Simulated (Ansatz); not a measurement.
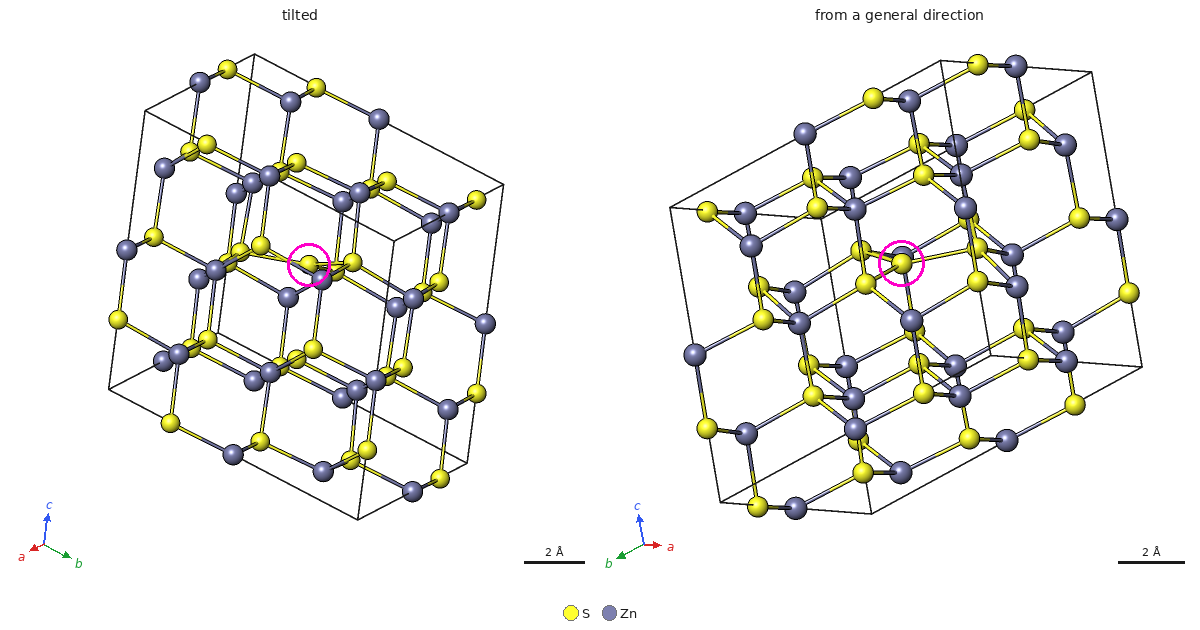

This ball-and-stick model is shown slightly off an axis and from a general direction. The lines enclose the supercell; boundary atoms appear with their images. The host is ZnS, in a cell of 32 sites, and the cell is neutral. A ring marks the defect's site.

Q: Identify the point defect.

A: Sulfur on a zinc site (an antisite). It is bonded to three S in a trigonal planar arrangement at about 2.4 Å.

The atoms were relaxed in the host's cell with DFT PBE, scalar-relativistic, plane waves, PAW (Ansatz 0.2.0).
